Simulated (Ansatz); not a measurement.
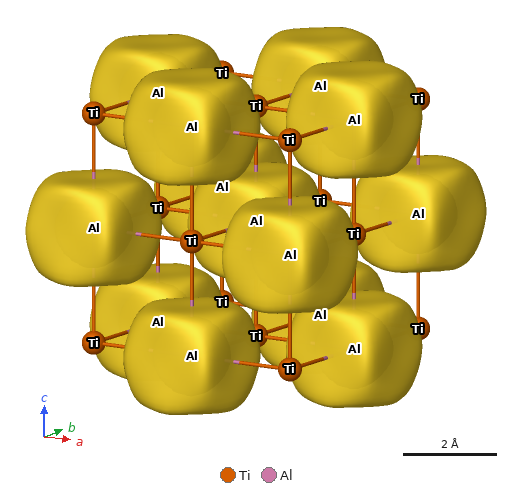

Figure 1: TiAl. Isosurface of the electron localisation function at 0.55 (yellow), seen at an oblique angle. Core shells and regions of very low density are left out. Sticks mark near contacts.

Space group Fm-3m; a structure from a database of computed crystals, not necessarily the ambient phase; computed pressure about 12 GPa in this cell; computed without spin polarisation.

These are results of Ansatz 0.2.0, DFT PBEsol, scalar-relativistic, plane waves, PAW, not measurements.

### Describe the localisation domains.

The ELF exceeds this value in four regions wrapped around Al (the valence shell of each), counted in one cell of 8 atoms. Any copies at cell faces, edges or corners count once.

Values along the shortest contacts:
Ti–Al (2.52 Å): the ELF is about 0.40 at the midpoint.
